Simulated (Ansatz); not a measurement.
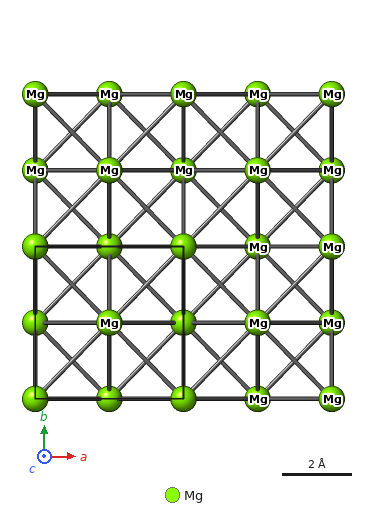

This is the input geometry for a relaxation of crystalline Mg (built on the alpha-gallium_64 type). Style: ball-and-stick. Shown: the conventional cell (4 times the calculation's cell), repeated 2 × 2 × 1 with one cell outlined, along the c axis. Lengths and directions refer to the drawn axes.

Case: alpha-gallium type (Cmce, No. 64).

All numbers below come from DFT r2SCAN, scalar-relativistic, plane waves, PAW in Ansatz.

The input:
```yaml
crystal:
  lattice:
    - [0.0, 2.2217986031, 5.2442966801]
    - [2.1616122394, 0.0, 5.2442966801]
    - [2.1616122394, 2.2217986031, 0.0]
  atoms:
    - { symbol: Mg, position: [0.8573450828, 0.8573450828, 0.1426549172] }
    - { symbol: Mg, position: [0.1426549172, 0.1426549172, 0.8573450828] }
basis:
  ecutwfc: 500
kpoints:
  mp_grid: { grid: [18, 18, 18] }
hamiltonian:
  xc: r2scan
scf:
  occupations: { method: gaussian, width: 0.1 }
output:
  forces: true
  stress: true
  eigenvalues: true
relax:
  adjacent_minimum: "off"
  f_tol: 0.01
  max_steps: 80
  cell: { stress_tol: 0.05 }
```

Q: Predict the outcome.

A: The largest moves relative to the cell, 0.098 Å, are those of Mg1 and Mg2. Mg2 goes along −c. The drawn cell changes as follows: a 4.323 → 3.202 Å (−25.9 %), b 4.444 → 5.259 Å (+18.3 %), c 10.489 → 11.363 Å (+8.3 %); the volume changes by −5.0 %. Some distances before and after: Mg1–Mg1 4.323 → 3.202 Å, Mg1–Mg2 3.163 → 3.722 Å, Mg1–Mg2 (another image) 2.992 → 3.046 Å, Mg1–Mg2 (another image) 3.121 → 3.083 Å. The space group stays Fmmm (No. 69). After 11 accepted moves (13 points after the start) the energy has fallen by 0.149 eV per cell of the calculation. The largest force component goes from 0.046 to 0.00044 eV/Å. Pressure: 0.04 GPa at the start and 0.00 GPa at the end. The line search rejected the trial step at point 9 of the run. The SCF was repeated once at an unchanged geometry on a basis and grid sized afresh for the cell, which shifted the energy by 0.3 meV per cell of the calculation at most. The run took roughly 15 core-minutes on a shared host.

The structure at the end:

```xyz
2
Lattice="0.0000 2.6294 5.6815 1.6009 0.0000 5.6815 1.6009 2.6294 0.0000" Properties=species:S:1:pos:R:3 pbc="T T T"
Mg    1.6009    2.6294    9.8397
Mg    1.6009    2.6294    1.5232
```

After the run, drawn alike:

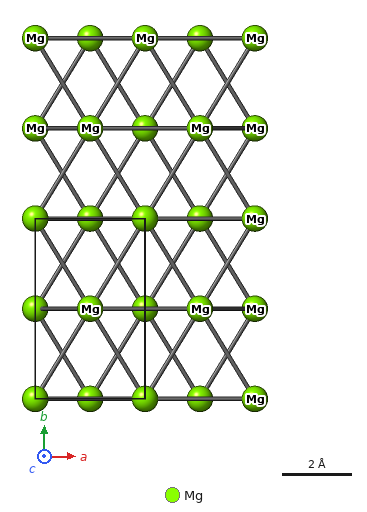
